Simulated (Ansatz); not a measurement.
Geometry relaxation of Ti₃O₄ (part 2 of 2)

Ti₃O₄ (I4/mmm, 7 atoms in the cell); DFT r2SCAN, scalar-relativistic, plane waves, PAW, spin-polarised (Ansatz 0.2.0); cutoff 500 eV, 12×12×12 k-mesh, Gaussian smearing of 0.05 eV, collinear spins. The structure derives from a Materials Project entry.

Geometry of the input (Å; fractional positions):
```
-2.0625  2.0625  4.0780
2.0625  -2.0625  4.0780
2.0625  2.0625  -4.0780
Ti 0.2500  0.7500  0.5000
Ti 0.5000  0.5000  0.0000
Ti 0.7500  0.2500  0.5000
O  0.0000  0.5000  0.5000
O  0.2439  0.2439  0.0000
O  0.5000  0.0000  0.5000
O  0.7561  0.7561  0.0000
```

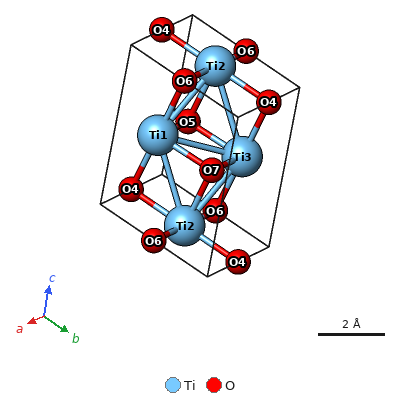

Figure 1. The geometry at step 2 of the log (ball-and-stick view of the reduced cell, seen slightly off an axis; atoms are numbered from 1 in the order of the input).

Output, continued:
```
SCF iter   1: F=—  HF=-9798.245620 eV  |F-HF|=—  |Δ(HF+E_count)|=         —  Δρ=7.14e-5 (↑7.13e-5 ↓7.14e-5)  dr2=7.86e-6  dr2_τ=5.58e-5  dr2_m=1.25e-11  M=-0.000 μB ∫|m|=0.000 μB  β_m=0.30  ethr=1.17e-8  ⟨swp⟩=2.2  Hψ=58252  notcnv=0
preconditioner: auto → Kerker (q_TF=auto, 2.364 Å⁻¹)  [metal: Δε(μ)=0.004 eV  Ē_g=10.864 eV  σ=0.050 eV  W_gap=0.04  n_scr=14 (ndim 8)  ℏωp=26.7 eV  f_vac=0.022  D(μ)=2.54/eV (n_scr^D=14)]
spin=Collinear: Kerker preconditioning applied to the charge; magnetization (m = ρ↑ − ρ↓) channel mixes plain (no charge-response kernel on spin).
SCF iter   2: F=—  HF=-9798.245635 eV  |F-HF|=—  |Δ(HF+E_count)|=   1.53e-5  Δρ=4.10e-5 (↑4.09e-5 ↓4.10e-5)  dr2=2.59e-6  dr2_τ=6.06e-8  dr2_m=7.25e-12  M=-0.000 μB ∫|m|=0.000 μB  β_m=0.81  ethr=1.17e-8  ⟨swp⟩=2.0  Hψ=18298  notcnv=0  κ⁻¹=1.0e0(r=1)
SCF iter   3: F=—  HF=-9798.245636 eV  |F-HF|=—  |Δ(HF+E_count)|=   1.35e-7  Δρ=2.50e-5 (↑2.49e-5 ↓2.50e-5)  dr2=1.01e-6  dr2_τ=2.10e-8  dr2_m=6.41e-13  M=-0.000 μB ∫|m|=0.000 μB  β_m=0.56  ethr=4.32e-9  ⟨swp⟩=2.1  Hψ=15476  notcnv=0  κ⁻¹=1.0e-2(r=2)
SCF iter   4: F=—  HF=-9798.245636 eV  |F-HF|=—  |Δ(HF+E_count)|=   5.43e-7  Δρ=1.32e-5 (↑1.32e-5 ↓1.32e-5)  dr2=3.51e-7  dr2_τ=5.91e-9  dr2_m=1.74e-13  M=-0.000 μB ∫|m|=0.000 μB  β_m=0.88  ethr=1.68e-9  ⟨swp⟩=2.6  Hψ=17908  notcnv=0  κ⁻¹=6.6e-4(r=3)
SCF iter   5: F=—  HF=-9798.245636 eV  |F-HF|=—  |Δ(HF+E_count)|=   2.23e-7  Δρ=4.17e-6 (↑4.17e-6 ↓4.16e-6)  dr2=5.81e-8  dr2_τ=6.33e-10  dr2_m=2.25e-14  M=-0.000 μB ∫|m|=0.000 μB  β_m=0.30  ethr=5.85e-10  ⟨swp⟩=2.0  Hψ=18231  notcnv=0  κ⁻¹=8.0e-5(r=4)
SCF iter   6: F=—  HF=-9798.245636 eV  |F-HF|=—  |Δ(HF+E_count)|=   1.66e-8  Δρ=2.66e-6 (↑2.66e-6 ↓2.66e-6)  dr2=2.49e-8  dr2_τ=1.87e-10  dr2_m=4.51e-14  M=-0.000 μB ∫|m|=0.000 μB  β_m=0.66  ethr=9.68e-11  ⟨swp⟩=2.1  Hψ=15961  notcnv=0  κ⁻¹=3.2e-5(r=5)
SCF iter   7: F=—  HF=-9798.245636 eV  |F-HF|=—  |Δ(HF+E_count)|=   1.66e-8  Δρ=1.59e-6 (↑1.59e-6 ↓1.59e-6)  dr2=1.13e-8  dr2_τ=6.19e-11  dr2_m=2.18e-14  M=-0.000 μB ∫|m|=0.000 μB  β_m=1.00  ethr=4.15e-11  ⟨swp⟩=2.5  Hψ=20024  notcnv=0  κ⁻¹=1.2e-5(r=6)
SCF iter   8: F=-9798.245636 eV  HF=-9798.245636 eV  |F-HF|=4.62e-10  |Δ(HF+E_count)|=  8.51e-10  Δρ=1.10e-6 (↑1.10e-6 ↓1.10e-6)  dr2=2.24e-9  dr2_τ=6.64e-11  dr2_m=9.28e-16  M=-0.000 μB ∫|m|=0.000 μB  ethr=1.89e-11  ⟨swp⟩=2.0  Hψ=40512  notcnv=0
the starting moments were not kept: the SCF closed with an absolute magnetisation of 4.4e-8 μB, where they sum to 0.15 μB in size (3 sites). That is at most 0.1 of that sum. Measured as dr2_m measures the in/out step, that magnetisation stands 2.9e-16 eV from none, at or under the dr2_threshold of 2.9e-8 eV: it is no larger than a step whose dr2_m would equal this threshold.
SCF 3 converged in 8 iterations: F = -9798.245636 eV  dr2 = 2.24e-9
relax step   3: F+E_penalty+E_count = -9798.24563636 eV  Δ(F+E_penalty+E_count) = -3.464e-5 eV  max|allowed force component| = 2.254e-5 eV/Å  Δτ_max = 0.0016 Å  P = -0.000 GPa  Ω = 69.387 Å³  energy of the carried Pulay correction = -9.306e-18 eV  fix = [volume]  reactions: volume -0.000 GPa  (8 SCF iters, dr2 threshold 2.95e-8 eV, accepted)
Initial wavefunctions: pseudopotential atomic-orbital guess (no wavefunctions were taken with the density)
iter 1 solved again at ethr=8.89e-9 eV; its pass at ethr=3.10e-3 eV (dr2=5.33e-6 eV) is discarded
SCF iter   1: F=—  HF=-9798.245626 eV  |F-HF|=—  |Δ(HF+E_count)|=         —  Δρ=1.78e-5 (↑1.78e-5 ↓1.78e-5)  dr2=4.71e-7  dr2_τ=7.72e-9  dr2_m=8.05e-16  M=-0.000 μB ∫|m|=0.000 μB  β_m=0.45  ethr=8.89e-9  ⟨swp⟩=4.3  Hψ=88388  notcnv=0
preconditioner: auto → Kerker (q_TF=auto, 2.364 Å⁻¹)  [metal: Δε(μ)=0.003 eV  Ē_g=10.860 eV  σ=0.050 eV  W_gap=0.04  n_scr=14 (ndim 8)  ℏωp=26.7 eV  f_vac=0.022  D(μ)=2.54/eV (n_scr^D=14)]
spin=Collinear: Kerker preconditioning applied to the charge; magnetization (m = ρ↑ − ρ↓) channel mixes plain (no charge-response kernel on spin).
SCF iter   2: F=—  HF=-9798.245638 eV  |F-HF|=—  |Δ(HF+E_count)|=   1.19e-5  Δρ=6.51e-6 (↑6.51e-6 ↓6.51e-6)  dr2=5.95e-8  dr2_τ=8.85e-9  dr2_m=5.80e-16  M=-0.000 μB ∫|m|=0.000 μB  β_m=0.83  ethr=7.84e-10  ⟨swp⟩=3.0  Hψ=22840  notcnv=0  κ⁻¹=1.0e0(r=1)
SCF iter   3: F=—  HF=-9798.245638 eV  |F-HF|=—  |Δ(HF+E_count)|=   1.16e-7  Δρ=4.73e-6 (↑4.73e-6 ↓4.73e-6)  dr2=2.72e-8  dr2_τ=6.06e-10  dr2_m=1.85e-16  M=-0.000 μB ∫|m|=0.000 μB  β_m=1.00  ethr=9.91e-11  ⟨swp⟩=1.9  Hψ=16329  notcnv=0  κ⁻¹=1.9e-2(r=2)
SCF iter   4: F=—  HF=-9798.245638 eV  |F-HF|=—  |Δ(HF+E_count)|=   1.02e-7  Δρ=3.24e-6 (↑3.23e-6 ↓3.24e-6)  dr2=1.29e-8  dr2_τ=2.33e-10  dr2_m=8.04e-17  M=-0.000 μB ∫|m|=0.000 μB  β_m=1.00  ethr=4.54e-11  ⟨swp⟩=1.7  Hψ=13589  notcnv=0  κ⁻¹=1.4e-3(r=3)
SCF iter   5: F=—  HF=-9798.245638 eV  |F-HF|=—  |Δ(HF+E_count)|=   7.02e-8  Δρ=2.17e-6 (↑2.17e-6 ↓2.17e-6)  dr2=6.73e-9  dr2_τ=1.22e-10  dr2_m=1.51e-16  M=-0.000 μB ∫|m|=0.000 μB  β_m=0.39  ethr=2.15e-11  ⟨swp⟩=2.3  Hψ=16903  notcnv=0  κ⁻¹=1.3e-4(r=4)
SCF iter   6: F=—  HF=-9798.245638 eV  |F-HF|=—  |Δ(HF+E_count)|=   4.56e-8  Δρ=1.37e-6 (↑1.37e-6 ↓1.37e-6)  dr2=3.28e-9  dr2_τ=5.23e-11  dr2_m=1.64e-16  M=-0.000 μB ∫|m|=0.000 μB  β_m=0.49  ethr=1.12e-11  ⟨swp⟩=2.2  Hψ=17663  notcnv=0  κ⁻¹=1.2e-5(r=5)
SCF iter   7: F=—  HF=-9798.245638 eV  |F-HF|=—  |Δ(HF+E_count)|=   1.46e-8  Δρ=1.07e-6 (↑1.07e-6 ↓1.07e-6)  dr2=1.93e-9  dr2_τ=3.12e-11  dr2_m=3.18e-17  M=-0.000 μB ∫|m|=0.000 μB  β_m=0.30  ethr=5.47e-12  ⟨swp⟩=2.2  Hψ=16145  notcnv=0  κ⁻¹=7.5e-6(r=6)
SCF iter   8: F=—  HF=-9798.245638 eV  |F-HF|=—  |Δ(HF+E_count)|=   1.39e-8  Δρ=6.60e-7 (↑6.60e-7 ↓6.60e-7)  dr2=6.43e-10  dr2_τ=9.81e-12  dr2_m=1.72e-16  M=-0.000 μB ∫|m|=0.000 μB  β_m=0.30  ethr=3.22e-12  ⟨swp⟩=2.1  Hψ=18248  notcnv=0  κ⁻¹=2.2e-6(r=7)
SCF iter   9: F=—  HF=-9798.245638 eV  |F-HF|=—  |Δ(HF+E_count)|=   4.53e-9  Δρ=3.68e-7 (↑3.68e-7 ↓3.68e-7)  dr2=1.85e-10  dr2_τ=2.94e-12  dr2_m=3.66e-17  M=-0.000 μB ∫|m|=0.000 μB  β_m=0.61  ethr=1.07e-12  ⟨swp⟩=2.0  Hψ=20700  notcnv=0  κ⁻¹=1.3e-6(r=8)
SCF iter  10: F=—  HF=-9798.245638 eV  |F-HF|=—  |Δ(HF+E_count)|=   1.43e-9  Δρ=1.70e-7 (↑1.70e-7 ↓1.70e-7)  dr2=4.03e-11  dr2_τ=7.80e-13  dr2_m=1.31e-17  M=-0.000 μB ∫|m|=0.000 μB  β_m=1.00  ethr=1.00e-12  ⟨swp⟩=2.0  Hψ=16494  notcnv=0  κ⁻¹=4.7e-5(r=8)
SCF iter  11: F=-9798.245638 eV  HF=-9798.245638 eV  |F-HF|=2.22e-10  |Δ(HF+E_count)|=  3.91e-10  Δρ=2.25e-7 (↑2.25e-7 ↓2.25e-7)  dr2=2.38e-10  dr2_τ=1.54e-12  dr2_m=2.55e-18  M=-0.000 μB ∫|m|=0.000 μB  ethr=1.00e-12  ⟨swp⟩=2.7  Hψ=40131  notcnv=0
the starting moments were not kept: the SCF closed with an absolute magnetisation of 7.9e-9 μB, where they sum to 0.15 μB in size (3 sites). That is at most 0.1 of that sum. Measured as dr2_m measures the in/out step, that magnetisation stands 1.8e-17 eV from none, at or under the dr2_threshold of 2.8e-10 eV: it is no larger than a step whose dr2_m would equal this threshold.
SCF 4 converged in 11 iterations: F = -9798.245638 eV  dr2 = 2.38e-10
relax step   4: F+E_penalty+E_count = -9798.24563830 eV  Δ(F+E_penalty+E_count) = -1.939e-6 eV  max|allowed force component| = 2.086e-5 eV/Å  Δτ_max = 0.0000 Å  P = -0.000 GPa  Ω = 69.387 Å³  fix = [volume]  reactions: volume -0.000 GPa  stress off target by 9.88e-4 GPa on what of the cell is left free  SCF on the basis re-selected at this cell (its energy is not comparable with the rows above)  (11 SCF iters)
basis re-selected at this cell: Δ(F+E_penalty+E_count) = -1.939e-6 eV, ΔP = -0.000 GPa vs the last step (what re-selecting the basis moved, of the pressure what is left beyond the Pulay correction that the steps carried, after the strain that the cell walked since its last selection, with what the two solves' SCF thresholds leave and, on support functions, any second-order correction that the steps lacked; it is no measure of the basis error at this ecutwfc). This SCF's stress stands 9.88e-4 GPa from its target on what of the cell is left free (relax.cell.stress_tol is 1.00e-1 GPa) and its largest allowed force component is 2.09e-5 eV/Å (relax.f_tol is 1.00e-2 eV/Å): within both
SCF converged after 11 iterations
Stability not checked: this state was not tested for a lower state beside it, because the mixer in use, unlike msr1, does not test its closes by its own steps (another_mixer; see scf.mixing.algorithm and scf.lower_state_search)
Magnetization: -0.0000 μB (30.0000 up, 30.0000 down)
Absolute magnetization: 0.0000 μB (∫|ρ↑−ρ↓|, with the PAW one-centre terms)
Spin contamination: 0.0000 ħ² per cell (⟨S²⟩ above its minimum at these occupations)
Per-site moments (μB) at R_I (Å): [(6.851475201118986e-10, 0.8413001952635373), (-3.6873907649392105e-9, 0.850658562880022), (6.851475537822361e-10, 0.8413001952635373), (2.3529543037335977e-10, 0.8413001952635373), (-8.162885281435132e-11, 0.8508663649828326), (2.3529545900060534e-10, 0.8413001952635373), (-8.162891765222078e-11, 0.8508663649828326)]
Free energy (F): -9798.245638 eV
Harris-Foulkes:  -9798.245638 eV  (|F-HF|=2.22e-10)
Internal energy: -9798.242467 eV  (E = F + TS)
E sigma→0 (E₀):  -9798.244053 eV
Entropy (-TS):   -0.003171 eV (-0.453 meV/atom)
Fermi energy:    14.971193 eV
--- Per-component energies (eV) ---
  E_band       = -454.659025
  E_kinetic    = 1535.343732
  E_local      = -3506.484195  (includes V_loc(G=0)·N_el)
  E_nonlocal   = 209.731521
  E_hartree    = 1384.334555
  E_xc         = -578.085351
  E_vxc        = -828.304919  (∫ρ·V_xc dr)
  E_paw        = -3810.381720  (= ΣΔE_a)
  E_vpaw       = -687.777428  (= ΣTr[D̂ρ^β])
  E_aug_tail   = 0.004294  (compensation charges beyond the density's cutoff)
  E_vtau       = 54.158891  (kinetic-family band-sum trace: ∫τ·v_τ [+ j·A + Jᵃ·Aᵃ] dr)
  E_ewald      = -5031.817168
  E_core_change = -0.888135  (= ΣΔE_core)
  E_smearing   = -0.003171  (= −TS)
  E_closure    = 0.000000  (closes the sum)
  Σ components = -9798.245638   (vs F -9798.245638, Δ=0.00e0)
--- Forces (eV/Å), atoms counted from 1 ---
  atom   1  Ti     0.00000000    -0.00000000     0.00000000
  atom   2  Ti     0.00000000    -0.00000000     0.00000000
  atom   3  Ti     0.00000000     0.00000000     0.00000000
  atom   4  O      0.00000000     0.00000000    -0.00000000
  atom   5  O      0.00000000     0.00000000    -0.00002086
  atom   6  O      0.00000000     0.00000000    -0.00000000
  atom   7  O      0.00000000     0.00000000     0.00002086
  max |Σ_I F_I| component: 3.47e-18 eV/Å
--- Stress (GPa, compression-positive) ---
        0.000254       0.000000       0.000000
        0.000000       0.000254      -0.000000
       -0.000000      -0.000000      -0.001228
  P = ⅓ Tr σ = -0.0002 GPa (-0.002 kbar)
--- Band table (eV; the first three rows and the last of 326) ---
  k-point 0 ↑: bands = ["-45.7695", "-45.6564", "-45.5373", "-21.1793", "-21.1512", "-21.1512", "-21.0117", "-20.9602", "-20.9602", "-20.7427", "-20.7427", "-20.6112", "-8.0522", "-7.3204", "-6.7632", "-5.9784", "7.5227", "7.5986", "7.5986", "7.6870", "8.1992", "8.1992", "8.2184", "9.0682", "9.0682", "10.3505", "10.6532", "10.6532", "12.1554", "14.3121", "14.3121", "15.4425", "15.4590", "15.4590", "15.8440", "16.2320", "16.6394", "16.6394"]
  k-point 1 ↑: bands = ["-45.7654", "-45.6594", "-45.5383", "-21.2099", "-21.1314", "-21.1242", "-21.0605", "-20.9709", "-20.9179", "-20.7723", "-20.7370", "-20.6089", "-7.9809", "-7.2767", "-6.7272", "-5.9655", "7.3314", "7.4952", "7.6072", "7.7185", "7.7717", "8.2064", "8.5542", "8.7385", "8.9094", "10.2682", "10.4079", "10.5620", "12.4735", "14.3623", "14.3797", "15.4808", "15.4838", "15.6127", "16.1596", "16.3607", "16.6213", "16.6342"]
  k-point 2 ↑: bands = ["-45.7538", "-45.6674", "-45.5412", "-21.2669", "-21.1293", "-21.1014", "-21.0502", "-21.0115", "-20.8653", "-20.8402", "-20.7229", "-20.6050", "-7.7828", "-7.1565", "-6.6289", "-5.9302", "6.8702", "7.1793", "7.4123", "7.6447", "7.7481", "7.9953", "8.1786", "8.5108", "8.6613", "9.8795", "10.0388", "10.4280", "13.2110", "14.5161", "14.5725", "15.6177", "15.6736", "15.9204", "16.5841", "16.6107", "16.6494", "16.8892"]
  k-point 162 ↓: bands = ["-45.7472", "-45.6573", "-45.5595", "-21.2260", "-21.2260", "-21.0973", "-20.9533", "-20.8203", "-20.8203", "-20.8063", "-20.8063", "-20.7647", "-7.6715", "-7.5504", "-6.4489", "-6.4456", "7.0818", "7.3218", "7.3218", "7.6167", "9.0189", "9.0189", "9.2489", "9.3868", "9.3868", "9.6592", "10.2004", "10.2004", "12.4746", "12.5125", "12.5125", "14.9439", "16.0542", "16.4422", "16.4596", "16.4596", "16.9999", "16.9999"]
--- Relaxed structure (3 steps of the walk, 3 accepted, 1 SCFs on fresh bases) ---
  F+E_penalty+E_count = -9798.24563830 eV   max|allowed force component| = 2.086e-5 eV/Å   (the final SCF, on the basis selected at the relaxed cell)
  cell:  # Å, volume = 69.3872 Å³
    - [-2.062202576678841, 2.062202576678841, 4.079031249762607]
    - [2.062202576678841, -2.062202576678841, 4.079031249762607]
    - [2.062202576678841, 2.062202576678841, -4.079031249762607]
  atoms:
    - { symbol: Ti, position: [0.25, 0.7499999999999999, 0.5] }
    - { symbol: Ti, position: [0.49999999999999994, 0.49999999999999994, 4.8948615713767446e-36] }
    - { symbol: Ti, position: [0.7499999999999999, 0.25, 0.5] }
    - { symbol: O, position: [1.1394322605893892e-20, 0.5, 0.5] }
    - { symbol: O, position: [0.24441229916509746, 0.24441229916509746, 2.7652731521603056e-36] }
    - { symbol: O, position: [0.5, 1.1394322605893889e-20, 0.5] }
    - { symbol: O, position: [0.7555877008349025, 0.7555877008349025, 7.57159749940385e-36] }
--- Löwdin populations: 7 sites ---
  site symbol       q [e]    m [muB]
     0     Ti     10.9748     0.0000
     1     Ti     10.9887    -0.0000
     2     Ti     10.9748     0.0000
     3      O      6.7295     0.0000
     4      O      6.6970    -0.0000
     5      O      6.7295     0.0000
     6      O      6.6970    -0.0000
  spilling = 0.003480 (of n_electrons = 60.000000)
```

File populations.tsv:
```
# site	symbol	l	j	q_up	q_dn
# orbitals = lowdin
# n_electrons = 60.000000
# spilling = 0.003480
0	Ti	0_3S	-	0.954841	0.954841
0	Ti	0_4S	-	0.214374	0.214374
0	Ti	1_3P	-	2.993825	2.993825
0	Ti	2_3D	-	1.324372	1.324372
1	Ti	0_3S	-	0.955167	0.955167
1	Ti	0_4S	-	0.214022	0.214022
1	Ti	1_3P	-	2.994210	2.994210
1	Ti	2_3D	-	1.330931	1.330931
2	Ti	0_3S	-	0.954841	0.954841
2	Ti	0_4S	-	0.214374	0.214374
2	Ti	1_3P	-	2.993825	2.993825
2	Ti	2_3D	-	1.324372	1.324372
3	O	0_2S	-	0.871262	0.871262
3	O	1_2P	-	2.493487	2.493487
4	O	0_2S	-	0.860944	0.860944
4	O	1_2P	-	2.487537	2.487537
5	O	0_2S	-	0.871262	0.871262
5	O	1_2P	-	2.493487	2.493487
6	O	0_2S	-	0.860944	0.860944
6	O	1_2P	-	2.487537	2.487537
```

Trajectory as extended XYZ (Å, eV, eV/Å), 4 frames, from step=1 to step=4:
```
7
Lattice="-2.0625 2.0625 4.0780 2.0625 -2.0625 4.0780 2.0625 2.0625 -4.0780" Properties=species:S:1:pos:R:3:forces:R:3 step=1 energy=-9798.24537 pressure_GPa=-0.15
Ti    2.0625    0.0000    2.0390    0.0000   0.0000   0.0000
Ti    0.0000    0.0000    4.0780    0.0000   0.0000   0.0000
Ti    0.0000    2.0625    2.0390    0.0000   0.0000   0.0000
O     2.0625    0.0000    0.0000    0.0000   0.0000   0.0000
O     0.0000    0.0000    1.9889    0.0000   0.0000   0.0594
O     0.0000    2.0625    0.0000    0.0000   0.0000   0.0000
O     0.0000    0.0000    6.1671    0.0000   0.0000  -0.0594
7
Lattice="-2.0623 2.0623 4.0788 2.0623 -2.0623 4.0788 2.0623 2.0623 -4.0788" Properties=species:S:1:pos:R:3:forces:R:3 step=2 energy=-9798.24560 pressure_GPa=-0.06
Ti    2.0623    0.0000    2.0394    0.0000   0.0000   0.0000
Ti    0.0000    0.0000    4.0788    0.0000   0.0000   0.0000
Ti    0.0000    2.0623    2.0394    0.0000   0.0000   0.0000
O     2.0623    0.0000    0.0000    0.0000   0.0000   0.0000
O     0.0000    0.0000    1.9922    0.0000   0.0000   0.0217
O     0.0000    2.0623    0.0000    0.0000   0.0000   0.0000
O     0.0000    0.0000    6.1653    0.0000   0.0000  -0.0217
7
Lattice="-2.0622 2.0622 4.0790 2.0622 -2.0622 4.0790 2.0622 2.0622 -4.0790" Properties=species:S:1:pos:R:3:forces:R:3 step=3 energy=-9798.24564 pressure_GPa=-0.00
Ti    2.0622    0.0000    2.0395    0.0000   0.0000   0.0000
Ti    0.0000    0.0000    4.0790    0.0000   0.0000   0.0000
Ti    0.0000    2.0622    2.0395    0.0000   0.0000   0.0000
O     2.0622    0.0000    0.0000    0.0000   0.0000   0.0000
O     0.0000    0.0000    1.9939    0.0000   0.0000   0.0000
O     0.0000    2.0622    0.0000    0.0000   0.0000   0.0000
O     0.0000    0.0000    6.1641    0.0000   0.0000   0.0000
7
Lattice="-2.0622 2.0622 4.0790 2.0622 -2.0622 4.0790 2.0622 2.0622 -4.0790" Properties=species:S:1:pos:R:3:forces:R:3 step=4 energy=-9798.24564 pressure_GPa=-0.00
Ti    2.0622    0.0000    2.0395    0.0000   0.0000   0.0000
Ti    0.0000    0.0000    4.0790    0.0000   0.0000   0.0000
Ti    0.0000    2.0622    2.0395    0.0000   0.0000   0.0000
O     2.0622    0.0000    0.0000    0.0000   0.0000   0.0000
O     0.0000    0.0000    1.9939    0.0000   0.0000   0.0000
O     0.0000    2.0622    0.0000    0.0000   0.0000   0.0000
O     0.0000    0.0000    6.1641    0.0000   0.0000   0.0000
```

Results in brief:

```tsv
quantity	value
outcome	converged
space group (tolerance 0.01 Å)	I4/mmm (139)
electrons treated	60
free energy	−9798.2456 eV
Fermi energy	14.971 eV
gap on the k-point mesh	none (metallic)
net moment of the cell	0.00 μB
integrated absolute moment	0.00 μB
pressure	0.00 GPa
final volume	69.39 Å³
largest force (length of the vector) at the end	under 0.001 eV/Å
final cell	a = 5.014 Å, b = 5.014 Å, c = 5.014 Å, α = 131.43°, β = 131.43°, γ = 71.13°
hardware	4 threads of Intel Xeon @ 2.70GHz, 189 GiB of memory available, shared host
wall time	3.8 min (CPU time 13 min)
peak memory	1.4 GiB
```

Remarks:

The program warns: some starting moments were not kept.
